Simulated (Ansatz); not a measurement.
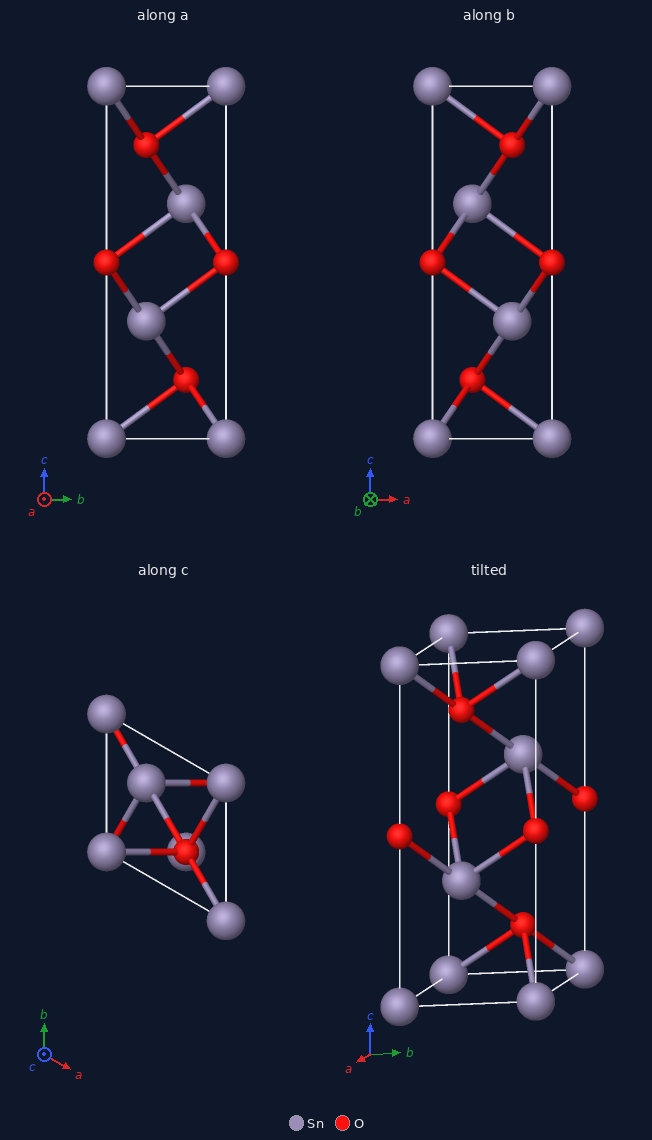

This ball-and-stick model is shown along the a axis, along the b axis, along the c axis and slightly off an axis. Atoms at the boundary of the conventional unit cell (the box) are drawn once for each face, edge or corner they touch.

Lattice parameters: a = 3.5254 Å, b = 3.5254 Å, c = 9.0063 Å, α = 90.000°, β = 90.000°, γ = 120.000°.

Q: Convert the drawing into a CIF in P1 with every atom of the cell.

A:
```cif
data_structure
_symmetry_space_group_name_H-M 'P 1'
_symmetry_Int_Tables_number 1
_cell_length_a 3.5254
_cell_length_b 3.5254
_cell_length_c 9.0063
_cell_angle_alpha 90.000
_cell_angle_beta 90.000
_cell_angle_gamma 120.000
_cell_volume 96.94
loop_
_atom_site_label
_atom_site_type_symbol
_atom_site_fract_x
_atom_site_fract_y
_atom_site_fract_z
_atom_site_occupancy
Sn1 Sn 0.0000 0.0000 0.0000 1
O1 O 0.6667 0.3333 0.8333 1
Sn2 Sn 0.6667 0.3333 0.3333 1
O2 O 0.3333 0.6667 0.1667 1
Sn3 Sn 0.3333 0.6667 0.6667 1
O3 O 0.0000 0.0000 0.5000 1
```

Its origin is a structure type filled with these elements by a generator (whether the compound takes this form wasn't checked). The cell was then strained or its atoms displaced on purpose. A calculation with Ansatz used it as input.
